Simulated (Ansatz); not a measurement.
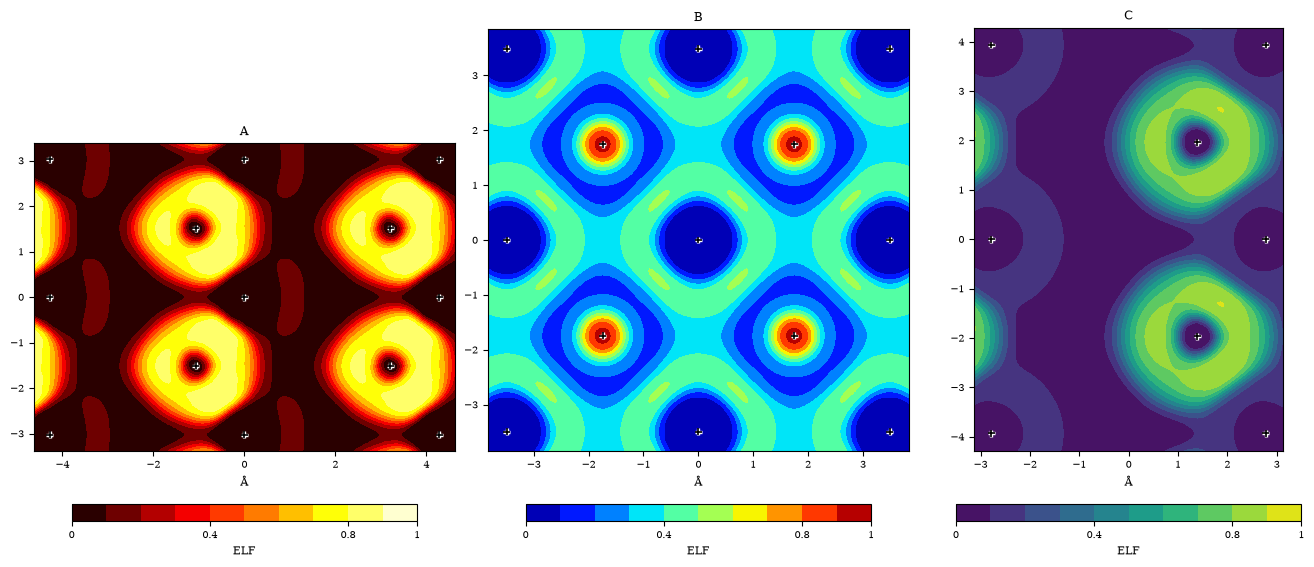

The electron localisation function of 3 systems, each on a plane through atoms (crosses mark nuclei in the plane).

Level of theory: DFT r2SCAN, scalar-relativistic, plane waves, PAW (Ansatz 0.2.0).

System 1: AlN, the (110) plane of the conventional cell. Space group F-43m; a structure from a database of computed crystals, not necessarily the ambient phase; changed on purpose from its base cell (volume × 0.94); computed pressure about 15 GPa in this cell.

```
CELL_PARAMETERS angstrom
4.28060 0.00000 0.00000
0.00000 0.00000 -4.28060
0.00000 4.28060 0.00000
ATOMIC_POSITIONS crystal
Al 0.50000 0.50000 0.00000
Al 0.00000 0.50000 0.50000
Al 0.00000 0.00000 0.00000
Al 0.50000 0.00000 0.50000
N 0.75000 0.75000 0.25000
N 0.25000 0.75000 0.75000
N 0.25000 0.25000 0.25000
N 0.75000 0.25000 0.75000
```

System 2: AlCu₃, the (001) plane of the conventional cell. Space group Pm-3m; a structure from a database of computed crystals, not necessarily the ambient phase; changed on purpose from its base cell (volume × 0.88); computed pressure about 26 GPa in this cell; computed without spin polarisation.

```cif
data_structure
_symmetry_space_group_name_H-M 'P 1'
_symmetry_Int_Tables_number 1
_cell_length_a 3.4899
_cell_length_b 3.4899
_cell_length_c 3.4899
_cell_angle_alpha 90.000
_cell_angle_beta 90.000
_cell_angle_gamma 90.000
_cell_volume 42.50
loop_
_atom_site_label
_atom_site_type_symbol
_atom_site_fract_x
_atom_site_fract_y
_atom_site_fract_z
_atom_site_occupancy
Al1 Al 0.00000 0.00000 0.00000 1
Cu1 Cu 0.50000 0.50000 0.00000 1
Cu2 Cu 0.50000 0.00000 0.50000 1
Cu3 Cu 0.00000 0.50000 0.50000 1
```

System 3: ZnS, the (011) plane of the conventional cell. Space group F-43m; changed on purpose from its base cell (volume × 1.10); computed pressure about −6 GPa in this cell.

```
Zn S
1.0
     5.56302    0.00000    0.00000
     0.00000    0.00000   -5.56302
     0.00000    5.56302    0.00000
Zn S
4 4
Cartesian
  1.3908 1.3908 -4.1723
  4.1723 4.1723 -4.1723
  4.1723 1.3908 -1.3908
  1.3908 4.1723 -1.3908
  2.7815 0.0000 -2.7815
  0.0000 2.7815 -2.7815
  0.0000 0.0000 0.0000
  2.7815 2.7815 0.0000
```

**Which map belongs to which system?**

Panel A is system 1, AlN: the plane holds Al and N. Al–N (1.85 Å): the ELF peaks at about 0.90 in the valence shell of N, 0.7 Å from its nucleus, and is about 0.85 at the midpoint. Panel B is system 2, AlCu₃: the plane holds Al and Cu. Al–Cu (2.47 Å): the ELF is about 0.40 at the midpoint. Panel C is system 3, ZnS: the plane holds Zn and S. Zn–S (2.41 Å): the ELF peaks at about 0.90 in the valence shell of S, 0.8 Å from its nucleus, and is about 0.60 at the midpoint.
